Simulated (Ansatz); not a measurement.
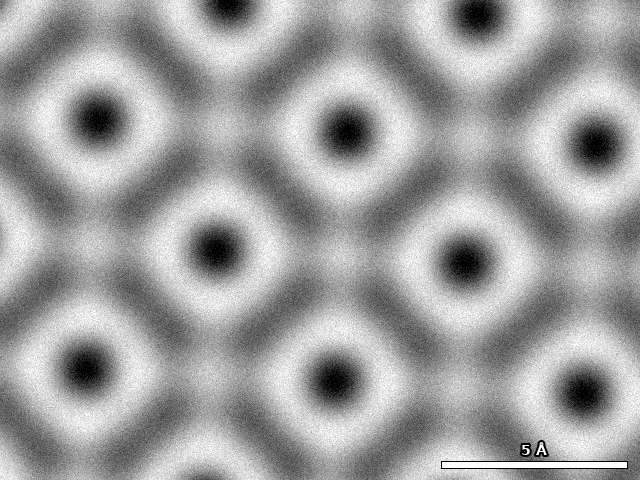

HRTEM-like image of Ru (Pm-3n, No. 223). Simulated in the weak-phase-object approximation with neutral-atom potentials: 300 kV, Cs = 0.50 mm, defocus −376 Å (negative is underfocus), defocus spread 40 Å, aperture 0.61 1/Å. Shot noise was added. Atomic positions: the end point of a relaxation with Ansatz 0.2.0, DFT, r2SCAN, plane waves (500 eV) with PAW, scalar-relativistic; the starting structure was generated, so it need not be a known form of this composition.

Space group Pm-3n (No. 223). a = 4.812 Å, b = 4.812 Å, c = 4.812 Å, α = 90.00°, β = 90.00°, γ = 90.00°
```
atom  site  symmetry       x       y       z
  Ru    2a      m-3.  0.0000  0.0000  0.0000
  Ru    6c     -4m.2  0.2500  0.0000  0.5000
```

> Along which zone axis is the crystal seen: [221], [211], [111] or [001]? (Directions equivalent by symmetry count as one.)

[001]. The projected cells are 2.27 × 3.59 Å, 108° for [221]; 2.78 × 3.40 Å, 90° for [211]; 3.93 × 3.93 Å, 120° for [111]; 4.81 × 4.81 Å, 90° for [001], and the image repeats as the [001] one does.
